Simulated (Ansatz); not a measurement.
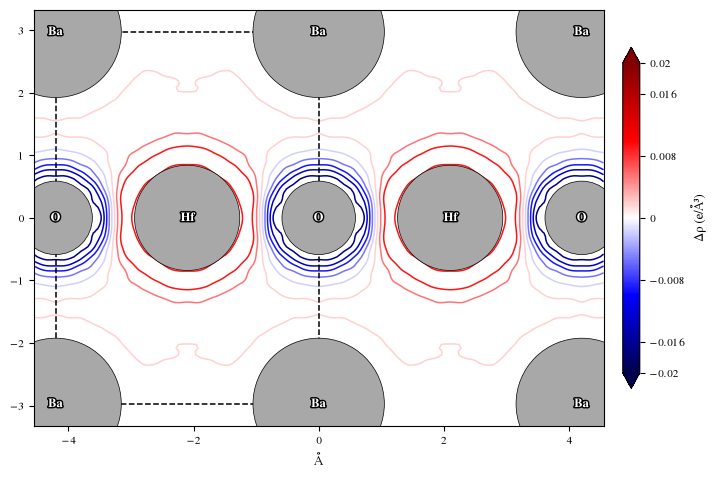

BaHfO₃. Difference of the valence pseudo-densities of two functionals at the same geometry, on the (011̄) plane of the calculation cell: PBE less r2SCAN.

Space group Pm-3m; a structure generated by program, which may or may not match a known phase.

Both computed with Ansatz (plane waves, PAW), on the same k-point mesh. Grey discs cover the atomic cores.

> Where does the change of functional move the electrons?

Against r2SCAN, PBE gives more density around Hf (+0.007 e/Å³ on average at 1.2 Å from the nucleus), less density around O (−0.015 e/Å³ on average at 0.7 Å from the nucleus) and a change of +0.009 e/Å³ at the midpoint of Hf–O.
